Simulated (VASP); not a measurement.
**GaN: geometry relaxation (part 1 of 3)**

- system: GaN (F-43m, 2 atoms in the cell)
- method: Kohn-Sham DFT of a periodic cell, PBE, VASP PAW PBE potentials, recommended, no spin polarisation (VASP 6.6.1)

The structure derives from a Materials Project entry.

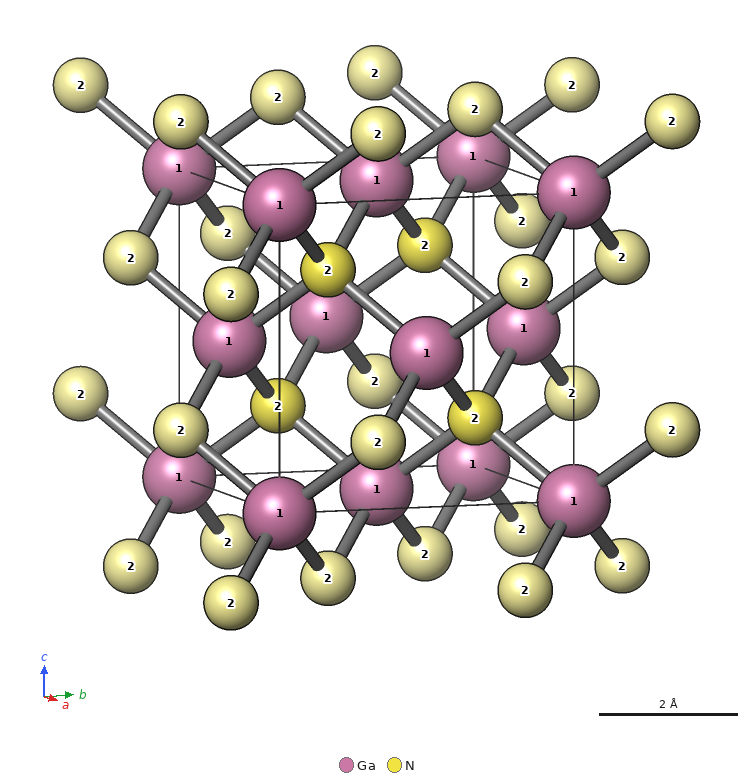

Fig. 1: The structure as given in the input (ball-and-stick view of the cell 4 times as large as that of the calculation, set on its symmetry axes, seen slightly off an axis; neighbours outside the cell are drawn fainter; atoms are numbered from 1 in the order of the input). Near neighbours in the crystal (not all of them lie inside the picture): Ga has 4 N at 1.95 Å; N has 4 Ga at 1.95 Å.

INCAR:
```
PREC = Accurate ; ENCUT = 200
EDIFF = 1E-7 ; ISMEAR = 0
SIGMA = 0.02 ; LREAL = False
LASPH = True ; NELM = 100
ALGO = Normal ; ISIF = 3
LWAVE = False ; LCHARG = False
GGA = PE ; IBRION = 2
NSW = 80 ; EDIFFG = -0.002
```

KPOINTS:
```
regular mesh
0
Gamma
  12 12 12
```

POSCAR:
```
GaN
1.0
    0.0000000000      2.2535006100      2.2535006100
    2.2535006100      0.0000000000      2.2535006100
    2.2535006100      2.2535006100      0.0000000000
Ga N
1 1
Direct
    0.0000000000      0.0000000000      0.0000000000
    0.7500000000      0.7500000000      0.7500000000
```

Run on 1 thread of Intel Xeon (Granite Rapids), 64 GiB of memory available, shared host.

Launched with:
```bash
cat potpaw_PBE.64/Ga_d/POTCAR potpaw_PBE.64/N/POTCAR > POTCAR
mpirun -np 1 vasp_std > vasp.out
```

OSZICAR:
```
N       E                     dE             d eps       ncg     rms          rms(c)
DAV:   1     0.495867720480E+02    0.49587E+02   -0.63660E+03  1940   0.131E+03
DAV:   2    -0.104902658720E+02   -0.60077E+02   -0.58121E+02  2132   0.221E+02
DAV:   3    -0.127897426806E+02   -0.22995E+01   -0.22948E+01  2067   0.454E+01
DAV:   4    -0.128055838653E+02   -0.15841E-01   -0.15838E-01  2254   0.380E+00
DAV:   5    -0.128057696780E+02   -0.18581E-03   -0.18581E-03  2002   0.347E-01    0.693E+00
DAV:   6    -0.119795537611E+02    0.82622E+00   -0.17025E+00  2745   0.301E+01    0.425E+00
DAV:   7    -0.119378517004E+02    0.41702E-01   -0.10446E-01  1923   0.408E+00    0.218E+00
DAV:   8    -0.119239065898E+02    0.13945E-01   -0.18962E-02  2115   0.132E+00    0.997E-02
DAV:   9    -0.119239907816E+02   -0.84192E-04   -0.13500E-03  2557   0.848E-01    0.691E-02
DAV:  10    -0.119240143361E+02   -0.23554E-04   -0.23036E-04  2031   0.303E-01    0.206E-02
DAV:  11    -0.119240175532E+02   -0.32171E-05   -0.34718E-05  2090   0.698E-02    0.621E-03
DAV:  12    -0.119240163723E+02    0.11809E-05   -0.61996E-06  2520   0.498E-02    0.328E-03
DAV:  13    -0.119240163656E+02    0.67498E-08   -0.48820E-07  2081   0.158E-02
   1 F= -.11924016E+02 E0= -.11924016E+02  d E =-.119240E+02
       N       E                     dE             d eps       ncg     rms          rms(c)
DAV:   1    -0.315412988068E+03   -0.30349E+03   -0.21332E+03  1999   0.957E+02    0.176E+02
DAV:   2    -0.106094711334E+02    0.30480E+03   -0.47219E+02  2271   0.989E+02    0.713E+01
DAV:   3     0.692953823952E+02    0.79905E+02   -0.92222E+01  2115   0.162E+02    0.358E+01
DAV:   4     0.857753586314E+02    0.16480E+02   -0.79296E+00  2435   0.104E+02    0.176E+01
DAV:   5     0.869769463652E+02    0.12016E+01   -0.15692E+00  2715   0.875E+01    0.282E+00
DAV:   6     0.869369711851E+02   -0.39975E-01   -0.42392E-01  1880   0.104E+01    0.744E-01
DAV:   7     0.869403658948E+02    0.33947E-02   -0.12398E-02  2644   0.565E+00    0.850E-01
DAV:   8     0.869397912753E+02   -0.57462E-03   -0.23495E-03  2354   0.109E+00    0.212E-01
DAV:   9     0.869397781255E+02   -0.13150E-04   -0.14672E-04  2231   0.234E-01    0.120E-01
DAV:  10     0.869397827960E+02    0.46705E-05   -0.23807E-05  2427   0.128E-01    0.231E-02
DAV:  11     0.869397833045E+02    0.50855E-06   -0.18842E-06  2132   0.312E-02    0.127E-02
DAV:  12     0.869397835611E+02    0.25654E-06   -0.19244E-07  1442   0.165E-02    0.116E-03
DAV:  13     0.869397835675E+02    0.64410E-08   -0.76683E-08  1322   0.496E-03
   2 F= 0.86939784E+02 E0= 0.86939784E+02  d E =0.988638E+02
       N       E                     dE             d eps       ncg     rms          rms(c)
DAV:   1    -0.190880395693E+03   -0.27782E+03   -0.61615E+03  1917   0.137E+03    0.681E+01
DAV:   2    -0.759177547619E+02    0.11496E+03   -0.46039E+02  1897   0.217E+02    0.367E+01
DAV:   3    -0.184439814513E+02    0.57474E+02   -0.50392E+01  2245   0.112E+02    0.731E+00
DAV:   4    -0.142560328358E+02    0.41879E+01   -0.28406E+00  2255   0.334E+01    0.187E+00
DAV:   5    -0.135552182469E+02    0.70081E+00   -0.10903E+00  2222   0.183E+01    0.923E-01
DAV:   6    -0.135743417976E+02   -0.19124E-01   -0.70576E-02  1986   0.430E+00    0.458E-01
DAV:   7    -0.135330302062E+02    0.41312E-01   -0.26110E-02  2180   0.232E+00    0.123E-01
DAV:   8    -0.135334892758E+02   -0.45907E-03   -0.15903E-03  2052   0.502E-01    0.817E-02
DAV:   9    -0.135331466463E+02    0.34263E-03   -0.44577E-04  2267   0.535E-01    0.432E-02
DAV:  10    -0.135331235830E+02    0.23063E-04   -0.52514E-05  2272   0.144E-01    0.147E-02
DAV:  11    -0.135331238766E+02   -0.29359E-06   -0.27199E-06  1882   0.189E-02    0.198E-03
DAV:  12    -0.135331238854E+02   -0.87725E-08   -0.78849E-08  1576   0.336E-03
   3 F= -.13533124E+02 E0= -.13533124E+02  d E =-.160911E+01
       N       E                     dE             d eps       ncg     rms          rms(c)
DAV:   1    -0.137544756307E+02   -0.22135E+00   -0.12558E+00  2087   0.304E+01    0.190E+00
DAV:   2    -0.136776682161E+02    0.76807E-01   -0.10599E-01  2237   0.118E+01    0.893E-01
DAV:   3    -0.136560510868E+02    0.21617E-01   -0.19967E-02  2197   0.514E+00    0.186E-01
DAV:   4    -0.136546865442E+02    0.13645E-02   -0.24137E-03  1926   0.565E-01    0.939E-02
DAV:   5    -0.136540855559E+02    0.60099E-03   -0.40295E-04  2205   0.286E-01    0.936E-03
DAV:   6    -0.136540844700E+02    0.10860E-05   -0.14787E-05  1990   0.483E-02    0.488E-03
DAV:   7    -0.136540847842E+02   -0.31425E-06   -0.16408E-06  2230   0.184E-02    0.240E-03
DAV:   8    -0.136540847829E+02    0.12865E-08   -0.26868E-07  1775   0.864E-03
   4 F= -.13654085E+02 E0= -.13654085E+02  d E =-.173007E+01
       N       E                     dE             d eps       ncg     rms          rms(c)
DAV:   1    -0.140713759809E+02   -0.41729E+00   -0.39536E+00  2097   0.555E+01    0.348E+00
DAV:   2    -0.138158235829E+02    0.25555E+00   -0.36149E-01  2250   0.237E+01    0.161E+00
DAV:   3    -0.137467915888E+02    0.69032E-01   -0.57011E-02  2197   0.901E+00    0.362E-01
DAV:   4    -0.137418799742E+02    0.49116E-02   -0.76675E-03  1948   0.996E-01    0.177E-01
DAV:   5    -0.137399296457E+02    0.19503E-02   -0.13510E-03  2187   0.525E-01    0.166E-02
DAV:   6    -0.137399285554E+02    0.10903E-05   -0.52929E-05  1972   0.692E-02    0.979E-03
DAV:   7    -0.137399294851E+02   -0.92967E-06   -0.52663E-06  2286   0.274E-02    0.504E-03
DAV:   8    -0.137399292565E+02    0.22855E-06   -0.13368E-06  2542   0.149E-02    0.729E-04
DAV:   9    -0.137399292580E+02   -0.14716E-08   -0.52326E-08  1095   0.592E-03
   5 F= -.13739929E+02 E0= -.13739929E+02  d E =-.181591E+01
       N       E                     dE             d eps       ncg     rms          rms(c)
DAV:   1    -0.137423007633E+02   -0.23715E-02   -0.36315E-02  2097   0.561E+00    0.325E-01
DAV:   2    -0.137400446758E+02    0.22561E-02   -0.30357E-03  2242   0.211E+00    0.154E-01
DAV:   3    -0.137394049391E+02    0.63974E-03   -0.60594E-04  2177   0.962E-01    0.306E-02
DAV:   4    -0.137393661504E+02    0.38789E-04   -0.73156E-05  1911   0.106E-01    0.155E-02
DAV:   5    -0.137393500482E+02    0.16102E-04   -0.10592E-05  2230   0.485E-02    0.137E-03
DAV:   6    -0.137393500982E+02   -0.49999E-07   -0.37955E-07  2004   0.998E-03
   6 F= -.13739350E+02 E0= -.13739350E+02  d E =-.181533E+01
       N       E                     dE             d eps       ncg     rms          rms(c)
DAV:   1    -0.137751069232E+02   -0.35757E-01   -0.52331E-01  2097   0.214E+01    0.121E+00
DAV:   2    -0.137437394531E+02    0.31367E-01   -0.41384E-02  2247   0.758E+00    0.581E-01
DAV:   3    -0.137344569962E+02    0.92825E-02   -0.94020E-03  2157   0.375E+00    0.108E-01
DAV:   4    -0.137339145743E+02    0.54242E-03   -0.10529E-03  1882   0.427E-01    0.566E-02
DAV:   5    -0.137336599573E+02    0.25462E-03   -0.14395E-04  2350   0.178E-01    0.583E-03
DAV:   6    -0.137336565194E+02    0.34379E-05   -0.62336E-06  2172   0.524E-02    0.225E-03
DAV:   7    -0.137336564950E+02    0.24441E-07   -0.53544E-07  2042   0.885E-03
   7 F= -.13733656E+02 E0= -.13733656E+02  d E =0.569360E-02
       N       E                     dE             d eps       ncg     rms          rms(c)
DAV:   1    -0.137644357406E+02   -0.30779E-01   -0.29984E-01  2102   0.159E+01    0.937E-01
DAV:   2    -0.137457086171E+02    0.18727E-01   -0.25428E-02  2237   0.611E+00    0.442E-01
DAV:   3    -0.137404152995E+02    0.52933E-02   -0.48715E-03  2182   0.271E+00    0.898E-02
DAV:   4    -0.137400804270E+02    0.33487E-03   -0.60192E-04  1911   0.296E-01    0.451E-02
DAV:   5    -0.137399396164E+02    0.14081E-03   -0.89278E-05  2210   0.140E-01    0.398E-03
DAV:   6    -0.137399394980E+02    0.11843E-06   -0.31486E-06  2026   0.258E-02    0.206E-03
DAV:   7    -0.137399396271E+02   -0.12905E-06   -0.35003E-07  2140   0.940E-03    0.909E-04
DAV:   8    -0.137399396056E+02    0.21451E-07   -0.46894E-08   961   0.526E-03
   8 F= -.13739940E+02 E0= -.13739940E+02  d E =-.589507E-03
```

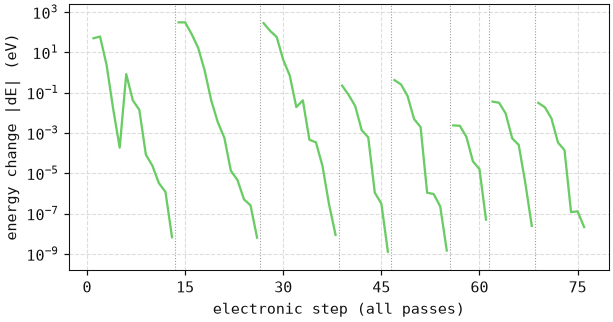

Fig. 2: Convergence of the self-consistent field: energy change |dE| against the electronic step. Each stretch between dotted lines is the SCF of one geometry step of a relaxation. The 8 ionic steps take 6 to 13 electronic steps each. The density is held fixed in the first few steps, and dE rises again when its update begins.

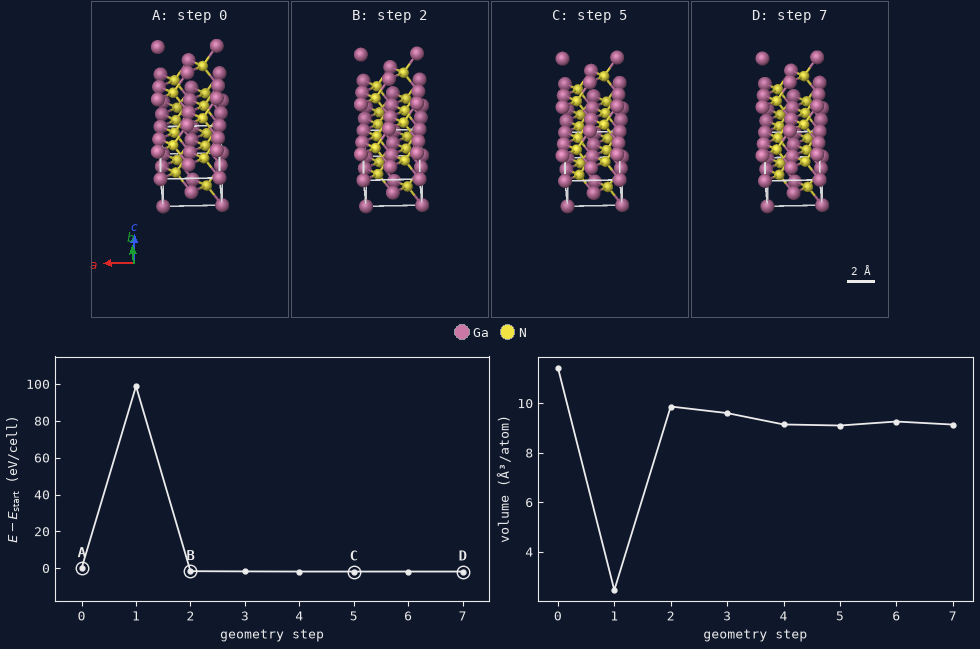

Fig. 3: Frames of the relaxation (ball-and-stick view of the cell 4 times as large as that of the calculation, set on its symmetry axes, repeated 1 × 2 × 2, seen at an oblique angle) above the curves, on which the letters mark them (steps are counted from 0).

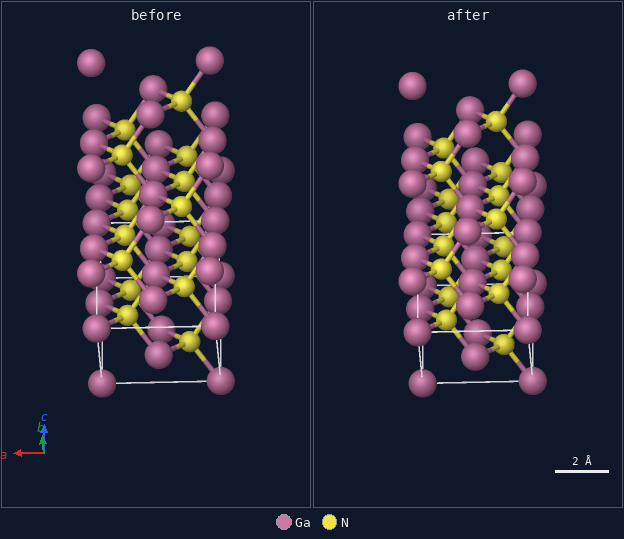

Fig. 4: Before (left) and after (right) the relaxation, at one scale (ball-and-stick view of the cell 4 times as large as that of the calculation, set on its symmetry axes, repeated 1 × 2 × 2, seen at an oblique angle). No atom moves by more than 0.005 Å relative to the cell. Cell: a = b = c 4.507 → 4.182 Å (−7.2 %). Volume −20.1 %. Distances before and after: Ga1–N2 1.952 → 1.811 Å. The space group stays F-43m (No. 216). Over 7 geometry steps the energy falls by 1.816 eV per cell of the calculation. All forces vanish by symmetry, so only the cell relaxes. (Atoms are counted from 1 in the order of the input.)

Parts of OUTCAR:
```
PREC = Accurate
   ENCUT = 200
   EDIFF = 1E-7
   ISMEAR = 0
   LREAL = False
   LASPH = True
   NELM = 100
   ISIF = 3
   GGA = PE
   IBRION = 2
   NSW = 80
   EDIFFG = -0.002

 ion  position               nearest neighbor table
   1  0.000  0.000  0.000-   2 1.95   2 1.95   2 1.95   2 1.95
   2  0.750  0.750  0.750-   1 1.95   1 1.95   1 1.95   1 1.95

  LATTYP: Found a face centered cubic cell.
 ALAT       =     4.5070012200

  Lattice vectors:

 A1 = (   0.0000000000,   2.2535006100,   2.2535006100)
 A2 = (   2.2535006100,   0.0000000000,   2.2535006100)
 A3 = (   2.2535006100,   2.2535006100,   0.0000000000)

Analysis of symmetry for initial positions (statically):
=====================================================================
 Subroutine PRICEL returns:
 Original cell was already a primitive cell.

 Routine SETGRP: Setting up the symmetry group for a
 face centered cubic supercell.

 Subroutine GETGRP returns: Found 24 space group operations
 (whereof 24 operations were pure point group operations)
 out of a pool of 48 trial point group operations.

The static configuration has the point symmetry T_d .

Analysis of symmetry for dynamics (positions and initial velocities):
=====================================================================
 Subroutine PRICEL returns:
 Original cell was already a primitive cell.

 Routine SETGRP: Setting up the symmetry group for a
 face centered cubic supercell.

 Subroutine GETGRP returns: Found 24 space group operations
 (whereof 24 operations were pure point group operations)
 out of a pool of 48 trial point group operations.

The dynamic configuration has the point symmetry T_d .

 Subroutine INISYM returns: Found 24 space group operations
 (whereof 24 operations are pure point group operations),
 and found     1 'primitive' translations

----------------------------------------------------------------------------------------

                                     Primitive cell

  volume of cell :      22.8877

  direct lattice vectors                    reciprocal lattice vectors
     0.000000000  2.253500610  2.253500610    -0.221877020  0.221877020  0.221877020
     2.253500610  0.000000000  2.253500610     0.221877020 -0.221877020  0.221877020
     2.253500610  2.253500610  0.000000000     0.221877020  0.221877020 -0.221877020

  length of vectors
     3.186931125  3.186931125  3.186931125     0.384302272  0.384302272  0.384302272

  position of ions in fractional coordinates (direct lattice)
     0.000000000  0.000000000  0.000000000
     0.750000000  0.750000000  0.750000000

  ion indices of the primitive-cell ions
   primitive index   ion index
                 1           1
                 2           2

----------------------------------------------------------------------------------------

 KPOINTS: regular mesh

Automatic generation of k-mesh.
 Grid dimensions read from file:
 generate k-points for:   12   12   12

 Generating k-lattice:

  Cartesian coordinates                     Fractional coordinates (reciprocal lattice)
    -0.018489752  0.018489752  0.018489752     0.083333333  0.000000000  0.000000000
     0.018489752 -0.018489752  0.018489752     0.000000000  0.083333333  0.000000000
     0.018489752  0.018489752 -0.018489752     0.000000000  0.000000000  0.083333333

  Length of vectors
     0.032025189  0.032025189  0.032025189

  Shift w.r.t. Gamma in fractional coordinates (k-lattice)
     0.000000000  0.000000000  0.000000000

 Subroutine IBZKPT returns following result:
 ===========================================

 Found     72 irreducible k-points:
```
